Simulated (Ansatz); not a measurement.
# Calculations on TiO₂

### Relaxation

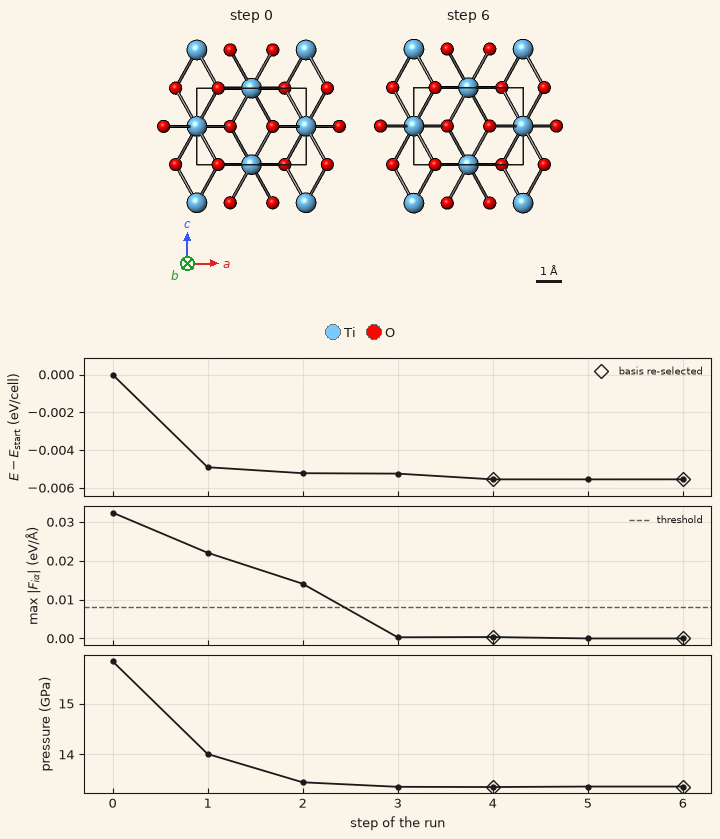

First and last geometry of a relaxation of crystalline TiO2 (set up in P4_2/mnm), with the history of the run. A ball-and-stick model of the cell of the calculation, seen along the b axis.

Case: biaxial strain in the a-b plane of -4.5 %; c and atoms relaxed.

These are results of DFT r2SCAN+U, scalar-relativistic, plane waves, PAW (Ansatz 0.2.0), not measurements. Settings: plane-wave cutoff 500 eV; k-point mesh 6 × 6 × 8; occupations gaussian; smearing width 0.02 eV; U Ti 4.0 eV; no spin polarisation; cell relaxed at fixed a, b, gamma; force threshold 0.008 eV/Å; at most 40 steps.

### What do the curves and the structures tell?

It converged. Over 4 accepted moves (6 points after the start) the energy falls by 5.6 meV per cell of the calculation. Largest force component: 0.032 eV/Å at the start, under 0.0001 eV/Å at the end. Pressure: 15.83 GPa at the start and 13.37 GPa at the end. At 2 points the geometry stayed and the basis and grid were re-selected for the new cell (energy shift of 0.3 meV per cell of the calculation at most each time). The atoms keep their places relative to the cell (all moves are under 0.005 Å). The drawn cell changes as follows: a = b unchanged at 4.390 Å, c 3.074 → 3.097 Å (+0.8 %); the volume changes by +0.8 %. Among the contacts that change: Ti–Ti 3.074 → 3.097 Å, O–Ti 1.956 → 1.964 Å. The space group stays P4_2/mnm (No. 136). The run took 110 s on 1 thread of Arm Neoverse V1 (shared host), peak memory 0.62 GiB.

### Relaxation

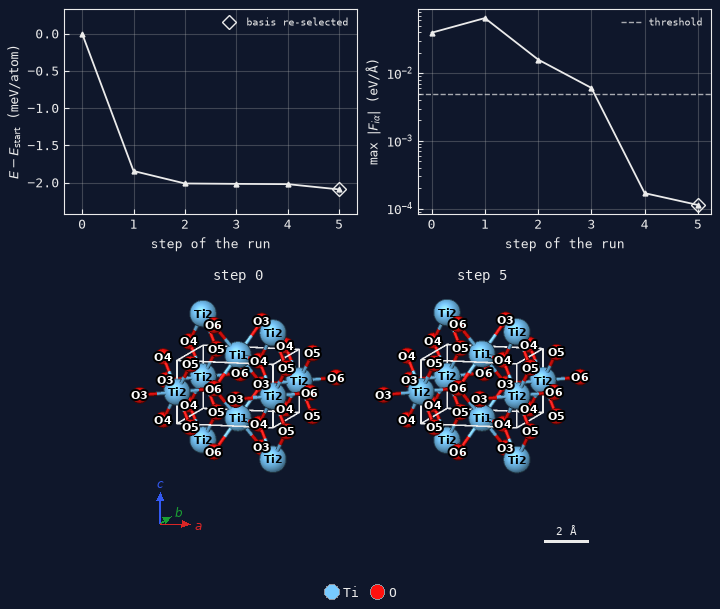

First and last geometry of a relaxation of solid TiO2 (set up in P4_2/mnm), with the history of the run. Style: ball-and-stick. Shown: the cell of the calculation, slightly off an axis.

Theory: DFT r2SCAN+U, scalar-relativistic, plane waves, PAW (Ansatz 0.2.0).

Input
```yaml
crystal:
  lattice:
    - [4.5998373239, 0.0, 0.0]
    - [0.0, 4.5998373239, 0.0]
    - [0.0, 0.0, 2.95921356]
  atoms:
    - { symbol: Ti, position: [0.5, 0.5, 0.0] }
    - { symbol: Ti, position: [0.0, 0.0, 0.5] }
    - { symbol: O, position: [0.69567868, 0.69567868, 0.5] }
    - { symbol: O, position: [0.80432132, 0.19567868, 0.0] }
    - { symbol: O, position: [0.19567868, 0.80432132, 0.0] }
    - { symbol: O, position: [0.30432132, 0.30432132, 0.5] }
basis:
  ecutwfc: 500
kpoints:
  mp_grid: { grid: [6, 6, 8] }
hamiltonian:
  xc: r2scan
  hubbard: { sites: [{ species: Ti, l: d, u_eff: 4.0 }] }
scf:
  occupations: { method: gaussian, width: 0.02 }
output:
  forces: true
  stress: true
  eigenvalues: true
  write_density: true
  write_potential: true
  elf: true
  volumetric_format: npy
relax:
  adjacent_minimum: "off"
  f_tol: 0.005
  max_steps: 80
  cell: { stress_tol: 0.05 }
```

Run as
```bash
ansatz run input.yaml --threads 1 --pin off --max-ram 2560MiB --backend cpu --events-out ev --progress --plain --runs-dir out
```

Question: What do the curves and the structures tell?

Answer: It converged. The energy falls by 2.1 meV per atom in 4 accepted moves (5 points after the start). Largest force component: 0.04 eV/Å at the start, 0.00011 eV/Å at the end. Pressure: 2.82 GPa at the start and −0.01 GPa at the end. The SCF was repeated once at an unchanged geometry on a basis and grid sized afresh for the cell, which shifted the energy by 0.1 meV per atom at most. The largest moves relative to the cell, 0.005 Å, are those of O3, O4, O5 and O6. O3 goes along [−1 −1 0]. Ti stays in place. The volume changes by +1.0 %, with a = b 4.600 → 4.597 Å (−0.1 %), c 2.959 → 2.993 Å (+1.1 %). Some distances before and after: Ti1–Ti1 2.959 → 2.993 Å, Ti1–O3 1.952 → 1.961 Å, Ti1–O4 1.980 → 1.984 Å. The space group stays P4_2/mnm (No. 136). The run took 100 s on 1 thread of Arm Neoverse V1, on a shared host, peak memory 0.63 GiB.

### Series

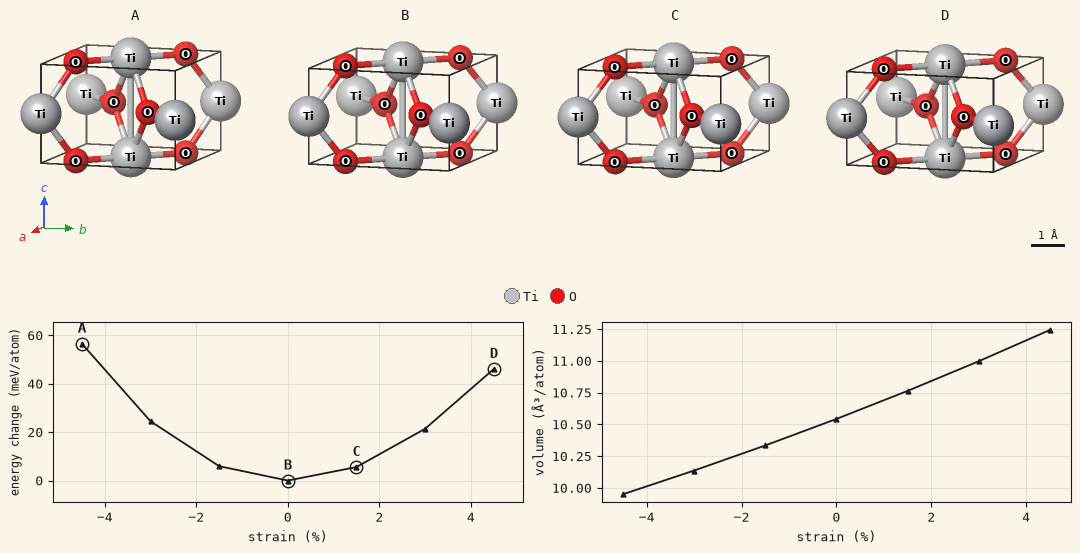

Members of a series of calculations on crystalline TiO2 (set up in P4_2/mnm), marked on the first curve. A ball-and-stick model of the cell of the calculation, seen slightly off an axis.

Method: DFT r2SCAN+U, scalar-relativistic, plane waves, PAW in Ansatz. Set-up: plane-wave cutoff 500 eV; k-point mesh 6 × 6 × 8; occupations gaussian; smearing width 0.02 eV; U Ti 4.0 eV; no spin polarisation.

> Which kind of strain is it, and how does the structure respond?

Biaxial strain in the a–b plane, c and atoms relaxed. A (strain −4.5 %): energy change 56.6 meV/atom, volume 9.95 Å³ per atom. B (strain 0.0 %): energy change 0.0 meV/atom, volume 10.54 Å³ per atom. C (strain 1.5 %): energy change 5.6 meV/atom, volume 10.76 Å³ per atom. D (strain 4.5 %): energy change 46.1 meV/atom, volume 11.24 Å³ per atom. The rest compares A with D. The volume changes by +13.0 %, with a = b 4.390 → 4.804 Å (+9.4 %), c 3.097 → 2.923 Å (−5.6 %). Among the bonded contacts that change: O–Ti 1.897 → 2.095 Å, Ti–Ti 3.097 → 2.923 Å, O–Ti 1.964 → 1.957 Å.
